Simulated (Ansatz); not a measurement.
The coordinates of a crystal:

```cif
data_structure
_symmetry_space_group_name_H-M 'P 1'
_symmetry_Int_Tables_number 1
_cell_length_a 2.8468
_cell_length_b 2.8468
_cell_length_c 5.8984
_cell_angle_alpha 90.000
_cell_angle_beta 90.000
_cell_angle_gamma 120.000
_cell_volume 41.40
loop_
_atom_site_label
_atom_site_type_symbol
_atom_site_fract_x
_atom_site_fract_y
_atom_site_fract_z
_atom_site_occupancy
Co1 Co 0.33333 0.66667 0.03026 1
Co2 Co 0.66667 0.33333 0.53026 1
O1 O 0.33333 0.66667 0.34474 1
O2 O 0.66667 0.33333 0.84474 1
```

### Say what kind of structure these coordinates give.

It has the composition CoO. The lattice is primitive hexagonal and the space group P6_3mc (No. 186). In the cell are 2 Co, 2 O, which makes 2 formula units. Each Co atom is coordinated by four O at 1.85 to 1.97 Å. Every O atom has four Co at 1.85 to 1.97 Å as neighbours. The bonds build a three-dimensional framework.

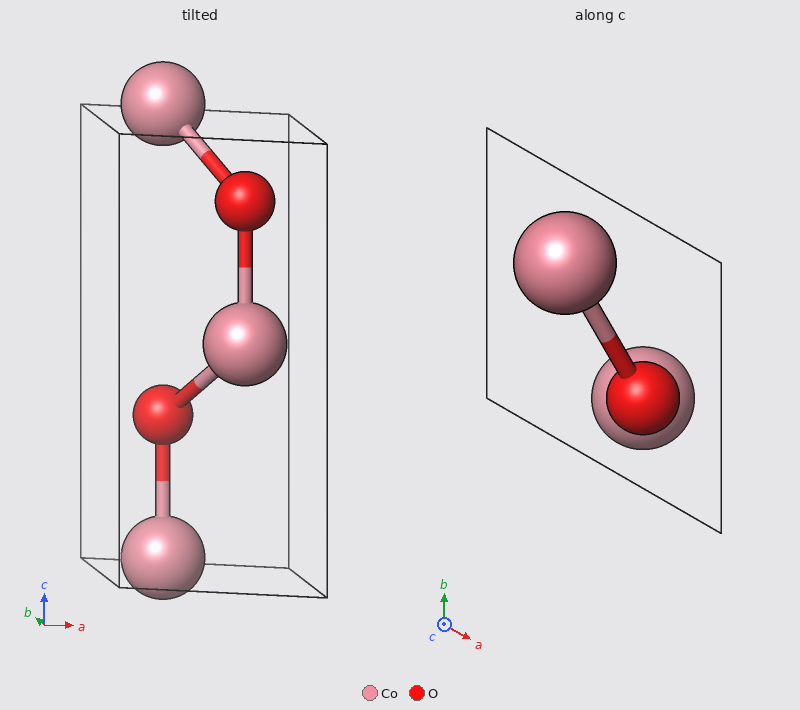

Ball-and-stick representation of a periodic structure, projected slightly off an axis and along the c axis. The conventional unit cell is drawn as a box. Colours: cobalt pink, oxygen red.

The structure comes from a structure listed in the Materials Project. It was relaxed at fixed volume with DFT PBEsol, scalar-relativistic, plane waves, PAW (Ansatz).

At this level of theory the run's own cell isn't at rest (stretched, at -9 GPa), so its distances can differ from those at equilibrium, the more so the softer the solid.
